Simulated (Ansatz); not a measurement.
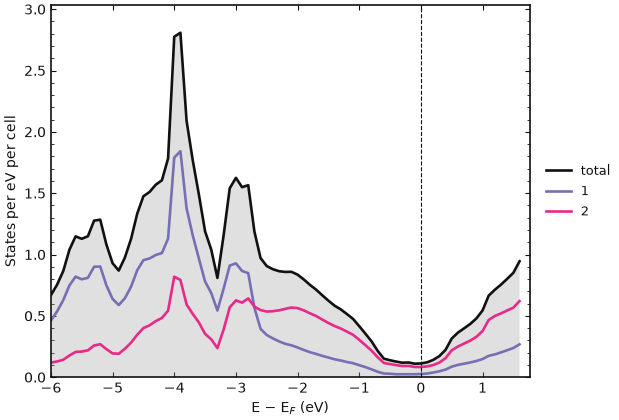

Density of states. Energies are counted from the Fermi level. The partial curves are projected on Löwdin-orthogonalised atomic shells.

Calculation on ZrB$_{2}$, space group P6/mmm, 3 atoms in the cell.

Ansatz; DFT HSE06, scalar-relativistic, plane waves, PAW, no spin polarisation, 12×12×8 k mesh, 420 eV cutoff.

**The numbered curves are projections. Which is which? The candidates: B 2p, Zr 4d.**

1 is B 2p; 2 is Zr 4d.

**Metal or insulator, and how many states lie at the Fermi level?**

It is a metal. The density of states at the Fermi level is about 0.12 per eV and cell (mean within 0.25 eV), or 0.04 per atom.
